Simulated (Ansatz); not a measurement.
System: rocksalt CaS, space group Fm-3m (No. 225), 2 atoms in the primitive cell, relaxed with r2SCAN.

```xyz
2
Lattice="0.0000 2.8479 2.8479 2.8479 0.0000 2.8479 2.8479 2.8479 0.0000" Properties=species:S:1:pos:R:3 pbc="T T T"
Ca    0.0000    0.0000    0.0000
S     2.8479    2.8479    2.8479
```

Method: PBE, Ansatz PAW set, no spin polarisation, no spin-orbit coupling, 8×8×8 k mesh, 420 eV cutoff (Ansatz).

Predict the main features of the band structure. The path is Γ–X–U|K–Γ–L–W–X.

A semiconductor. The gap along this path is 2.36 eV and indirect, from the valence-band top at Γ to the conduction-band bottom at X; the smallest direct gap is 3.17 eV, at X. Three bands meet at the valence-band top at Γ: it is triply degenerate (spin aside).

LDA, GGA and most meta-GGA functionals understate gaps.

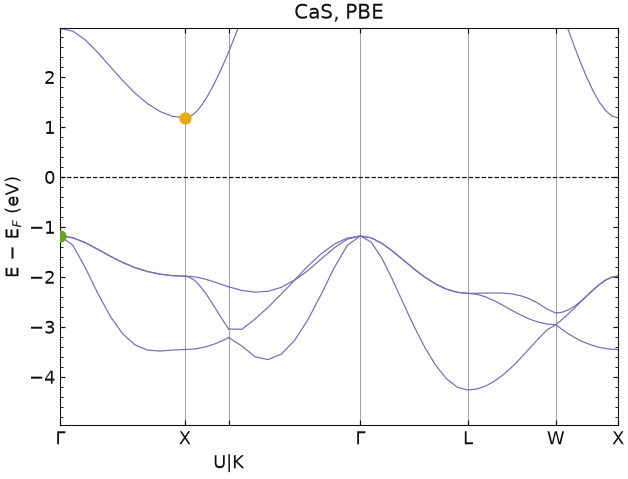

Band structure. Energies are counted from the Fermi level.
